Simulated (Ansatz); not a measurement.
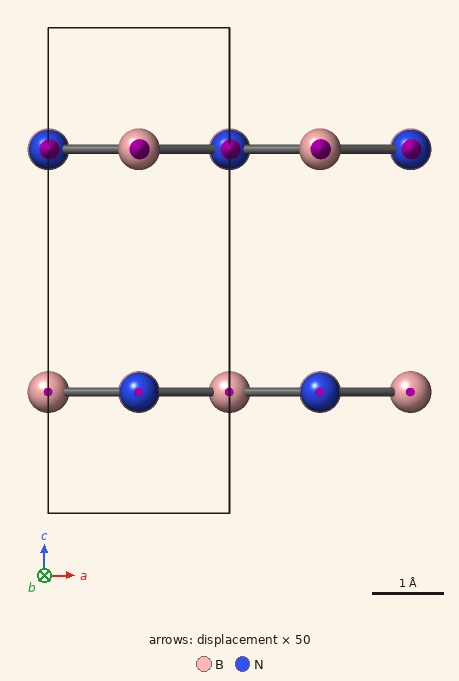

This is a relaxation of crystalline BN (set up in Cmcm). The starting structure is drawn; purple arrows show the displacements (the part carried along by the change of the cell is left out), 50 times their true length.

The picture is a ball-and-stick view of the conventional cell (2 times the calculation's cell), repeated 2 × 1 × 1 with one cell outlined, seen along the b axis. Lengths and directions refer to the drawn axes.

Case: uniaxial strain along a of +2.0 %; b, c and atoms relaxed.

Theory: DFT r2SCAN, scalar-relativistic, plane waves, PAW (Ansatz). (plane-wave cutoff 500 eV; k-point mesh 12 × 12 × 4; occupations gaussian; smearing width 0.02 eV; no spin polarisation; cell relaxed at fixed a, angles; force threshold 0.008 eV/Å; at most 40 steps)

### Which element moves most?

Nitrogen: up to 0.024 Å, against 0.017 Å for boron.

### Describe the change and its energy.

The largest moves relative to the cell, 0.024 Å, are those of N atoms. Largest moves by element: N 0.024 Å, B 0.017 Å. The volume changes by +0.7 %, with a unchanged at 2.551 Å, b 4.310 → 4.313 Å (+0.1 %), c 6.840 → 6.882 Å (+0.6 %). Some distances before and after: B–N 1.437 → 1.444 Å. The space group stays Cmcm (No. 63). After 3 accepted moves (5 points after the start) the energy has fallen by 0.5 meV per atom. The largest force component goes from 0.28 to 0.00011 eV/Å. The pressure goes from −4.98 to −5.31 GPa. The SCF was repeated twice at an unchanged geometry on a basis and grid sized afresh for the cell, which shifted the energy by less than 0.05 meV per atom at most.
